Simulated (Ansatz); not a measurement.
The coordinates of a crystal:

Space group P-43m (No. 215). a = 5.459 Å, b = 5.459 Å, c = 5.459 Å, α = 90.00°, β = 90.00°, γ = 90.00°
| atom | site | symmetry | x | y | z |
| --- | --- | --- | --- | --- | --- |
| Si | 4e | .3m | 0.2526 | 0.2526 | 0.2526 |
| Si | 3c | -42.m | 0.0000 | 0.5000 | 0.5000 |
| Ge | 1a | -43m | 0.0000 | 0.0000 | 0.0000 |

Interpret the file: composition, symmetry and coordination.

The stoichiometry is Si$_{7}$Ge. It is primitive cubic, space group P-43m (No. 215). Counting shared atoms by their share gives 7 Si, 1 Ge, or 8 atoms. Ge bonds to four Si in a tetrahedral arrangement at 2.39 Å. Si takes two kinds of site: 4e with three Si and one Ge in a tetrahedral arrangement (2.36 Å to Si, 2.39 Å to Ge); 3c with four Si in a tetrahedral arrangement at 2.36 Å. The bonds build a three-dimensional framework.

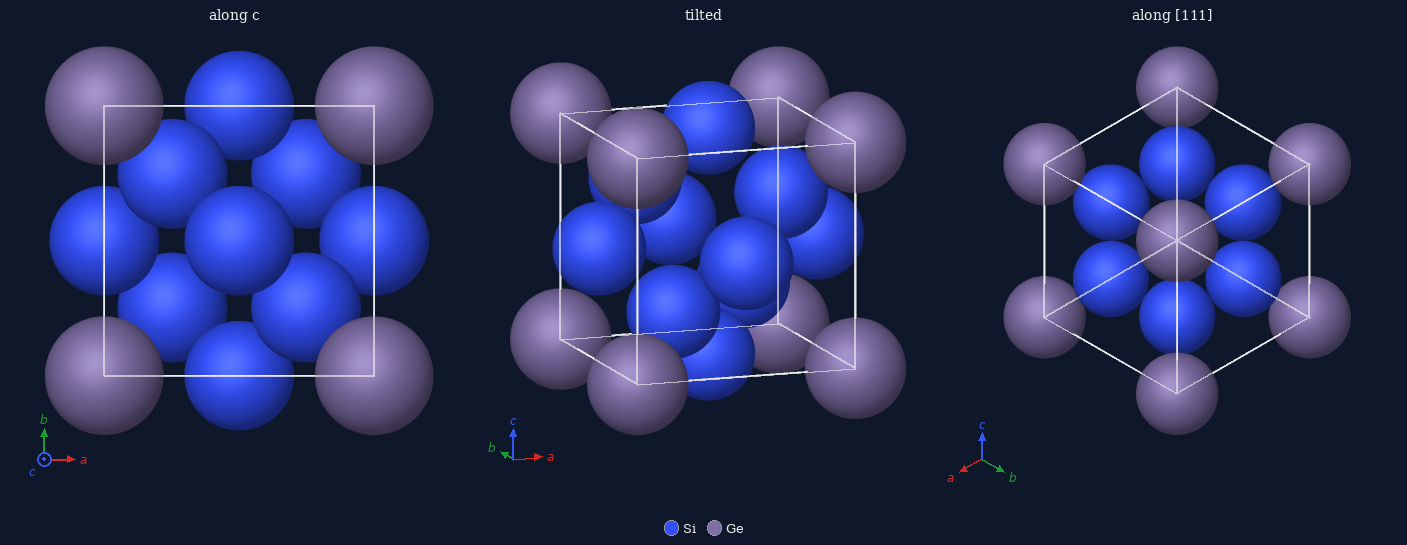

We look at a space-filling model of the crystal along the c axis, slightly off an axis and along [111]. The conventional unit cell is drawn as a box.

Origin of the cell: a structure listed in the Materials Project. The atoms were relaxed in a fixed cell with Ansatz, DFT PBEsol, scalar-relativistic, plane waves, PAW.
